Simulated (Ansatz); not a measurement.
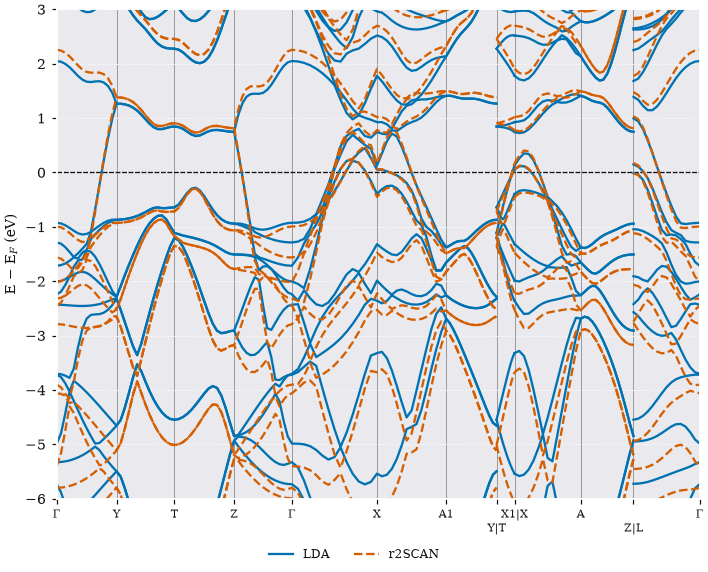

Band structures of TiSi$_{2}$, space group Fddd, 6 atoms in the primitive cell (a = 5.93 Å, b = 4.89 Å, c = 4.76 Å, α = 75.79°, β = 53.07°, γ = 51.14°), by two methods on the same cell. Each is counted from its own Fermi level.

> What changes from one method to the other?

Both give a metal. Levels within 1 eV of the Fermi level differ by 0.06 eV on average and by 0.15 eV at most (between Γ and X). Filled levels 1 to 5 eV under it lie 0.26 eV deeper on average in r2SCAN than in LDA.

Settings. LDA: Ansatz PAW, no spin polarisation, no spin-orbit coupling, 7×7×7 k mesh, 420 eV cutoff, Fermi-Dirac smearing of 0.05 eV (Ansatz). r2SCAN: Ansatz PAW, no spin polarisation, no spin-orbit coupling, 7×7×7 k mesh, 500 eV cutoff, Fermi-Dirac smearing of 0.05 eV (Ansatz 0.2.0).

In reduced coordinates of the cell that was run, Y is (0.5, 0, 0.5), T is (1, 0.5, 0.5), Z is (0.5, 0.5, 0), X is (0, 0.413, 0.413), A1 is (0.5, 0.244, 0.744), X1 is (1, 0.587, 0.587), A is (0.5, 0.756, 0.256) and L is (0.5, 0.5, 0.5). The cell is at −5 GPa in LDA and −0 GPa in r2SCAN. The PAW data sets were made with another functional. The cell is a database's computed one.
